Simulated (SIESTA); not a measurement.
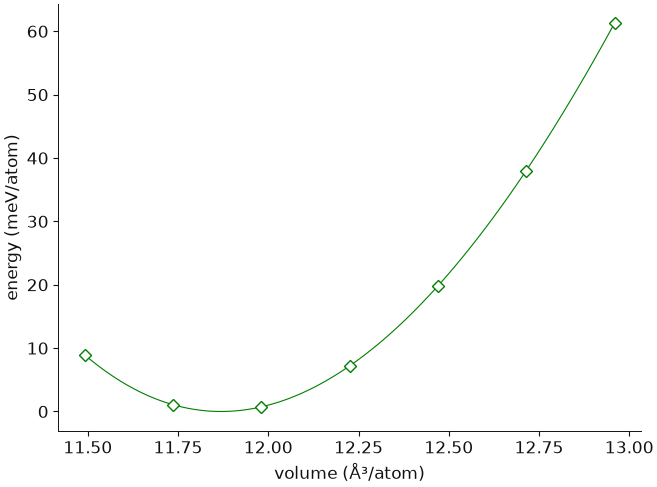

The plot gives the computed energy against volume.

Computed with SIESTA 5.4.2: DFT in numerical atomic orbitals with pseudopotentials, no spin polarisation; energies at scaled volumes of the given cell, shape and fractions fixed, counted from the fit's minimum, third-order Birch-Murnaghan fit. Level: PBE.

Question: For which of these solids was it computed?
A. SrO, Fm-3m (No. 225)
B. TiO₂, C2/m (No. 12)
C. MoP, P-6m2 (No. 187)
D. Be, P6_3/mmc (No. 194)

Answer: B, TiO₂: energy from 0.76 meV/atom to 61.27 meV/atom, V0 11.87 Å³/atom, B0 226 GPa. The others give: SrO, energy from 0.04 meV/atom to 57.55 meV/atom, V0 17.61 Å³/atom, B0 92 GPa; Be, energy from 0.00 meV/atom to 18.47 meV/atom, V0 7.938 Å³/atom, B0 124 GPa; MoP, energy from 0.16 meV/atom to 78.54 meV/atom, V0 14.7 Å³/atom, B0 218 GPa.

For Be, limits of the calculation: mulliken charges of long orbitals; short basis over semicore shells; shape and atomic fractions are frozen while scaling, which makes layered, chain and framework solids too stiff.

For MoP, limits of the calculation: mulliken charges of long orbitals; shape and atomic fractions are frozen while scaling, which makes layered, chain and framework solids too stiff.

For SrO, limits of the calculation: mulliken charges of long orbitals.

For TiO₂, limits of the calculation: basis without polarisation orbitals; shape and atomic fractions are frozen while scaling, which makes layered, chain and framework solids too stiff.
